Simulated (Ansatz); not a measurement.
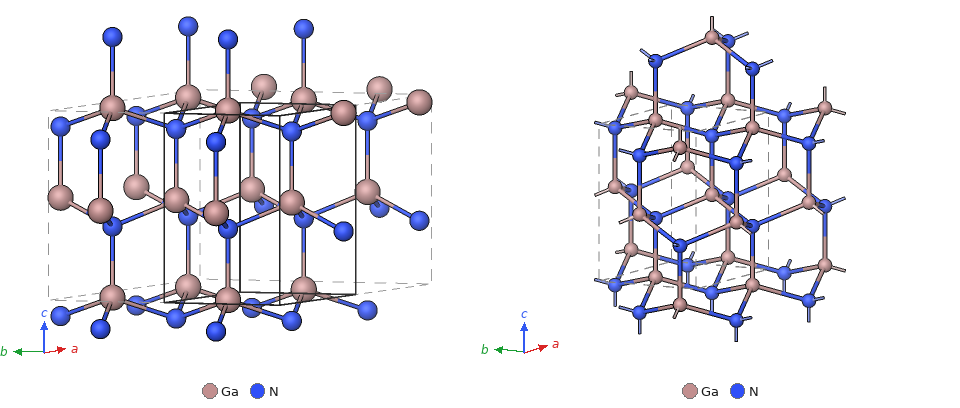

Left: the structure. Right: its underlying net. Nodes are coloured by element. Short stubs are edges that leave the cut-out.

GaN (space group P6_3mc, No. 186). Coordinates: a calculation's input that goes back to an entry of the Crystallography Open Database (an earlier step may have relaxed or displaced it).

Bonds are taken as Ga–N below 2.2 Å; no other contact counts. The graph is simplified in the usual way: terminal and isolated atoms are pruned, two-connected atoms become edges.

The result is a uninodal 4-connected, three-periodic net: Ga and N are 4-connected nodes. It is the lon net, known from lonsdaleite, wurtzite and tridymite. It is a single net, without interpenetration.

```tsv
node	links	point symbol	coordination sequence
Ga and N	4	6⁶	4 12 25 44 67
```
